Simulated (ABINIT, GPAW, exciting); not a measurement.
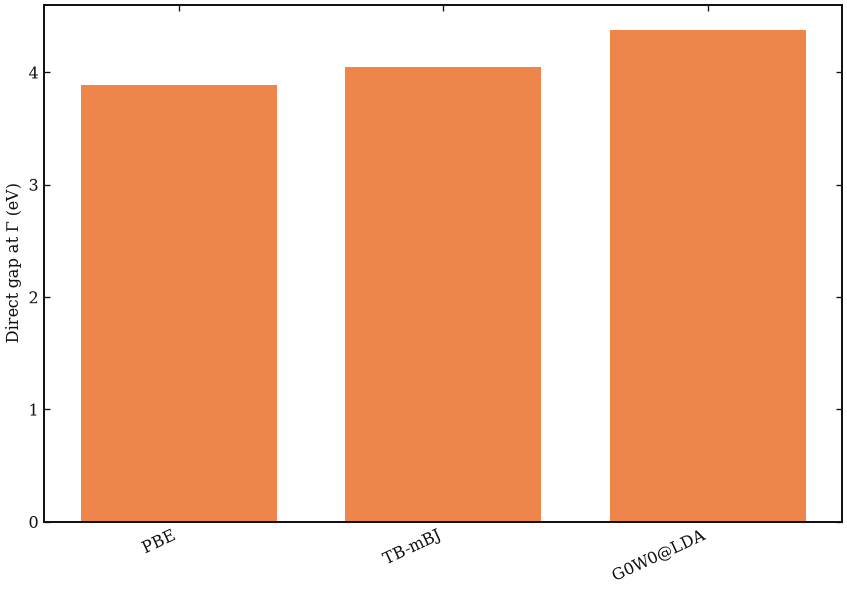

Direct gap at Γ, by several methods on one cell of Sb, space group R-3m, 2 atoms in the primitive cell; a = 4.308 Å, c = 11.274 Å (hexagonal axes). All runs are without spin-orbit coupling and carry no moments. The smallest gap is indirect or lies off these points.

Question: How do the methods rank at Γ?

Answer: From low to high: PBE 3.89, TB-mBJ 4.05, G0W0@LDA 4.38 eV.

| method | program | Γ (eV) |
| --- | --- | --- |
| PBE | ABINIT | 3.89 |
| TB-mBJ | GPAW | 4.05 |
| G0W0@LDA | exciting | 4.38 |

Settings. PBE: JTH PAW PBE v2.0, 5×5×5 k mesh, 435 eV cutoff, Fermi-Dirac smearing of 0.05 eV (ABINIT 10.8.3 (patched build)). TB-mBJ: GPAW PAW data sets for LDA (gpaw-data 1.2.1), 5×5×5 k mesh, 600 eV cutoff, Fermi-Dirac smearing of 0.05 eV (GPAW). G0W0@LDA: LDA, all-electron LAPW+lo, shipped species files, valence relativity iora*, 5×5×5 k mesh, Gaussian smearing of 0.005 eV (exciting), G0W0 with q or response mesh 3 × 3 × 3 and gmaxvr (cutoff of density and potential) 14 1/bohr.

These are three of the 17 methods that were run on this cell. The runs come from different programs, which adds differences of its own. Spin-orbit coupling is left out, which matters for Sb. LDA, GGA and most meta-GGA functionals understate gaps. TB-mBJ: the PAW data sets were made with another functional. TB-mBJ: this is a model potential built to give gaps, with no total energy. The basis lacks high local orbitals and the q mesh is coarse, so quasiparticle gaps aren't converged. Over all k points computed the smallest gap is 0.38 eV in PBE, 0.35 eV in TB-mBJ and 1.54 eV in G0W0@LDA, and a mesh with an odd division can miss a smaller one. The GW values are at finite bands, cutoffs and mesh, short of the basis limit.
